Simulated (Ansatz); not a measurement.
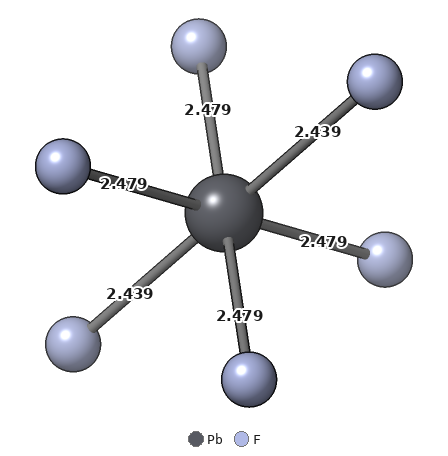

The surroundings of site Pb1 (at 0.000, 0.000, 0.000) in PbF2 in space group P4_2/mnm, with bond lengths in Å.

Origin of the cell: the input geometry of an electronic-structure calculation (not necessarily at equilibrium); the starting structure was generated, so it need not be a known form of this composition.

```xyz
6
Lattice="5.5782 0.0000 0.0000 0.0000 5.5782 0.0000 0.0000 0.0000 3.9399" Properties=species:S:1:pos:R:3 pbc="T T T"
Pb    0.0000    0.0000    0.0000
Pb    2.7891    2.7891    1.9699
F     1.7249    1.7249    0.0000
F     1.0642    4.5140    1.9699
F     4.5140    1.0642    1.9699
F     3.8533    3.8533    0.0000
```

Bond valence s = exp((R0 − d)/b), R0 fitted to published crystal structures with b = 0.37 Å, summed over all anions within 5 Å; R0 in Å: Pb2+–F 2.042; Pb4+–F 1.965.

Question: Which oxidation state of Pb do these bonds support?

Answer: With the Pb2+ parameters the computed sum is 2 × 0.342 + 4 × 0.307 = 1.91. With the Pb4+ parameters the computed sum is 2 × 0.278 + 4 × 0.249 = 1.55. The sum matches its own assumption best for Pb2+, which also balances the formula's charge.

Question: And over the whole structure?

Answer:
```csv
site,"x, y, z",formal valence,bond-valence sum,difference
Pb1,"0.000, 0.000, 0.000",+2,1.93,-0.07
F1,"0.309, 0.309, 0.000",−1,0.96,-0.04
```

These sums include all anions within 5 Å. The global instability index (root mean square of the differences over all atoms) is 0.05 v.u.: little strain. The cell was not relaxed for this table, and a volume that is off by a few per cent shifts all sums together.
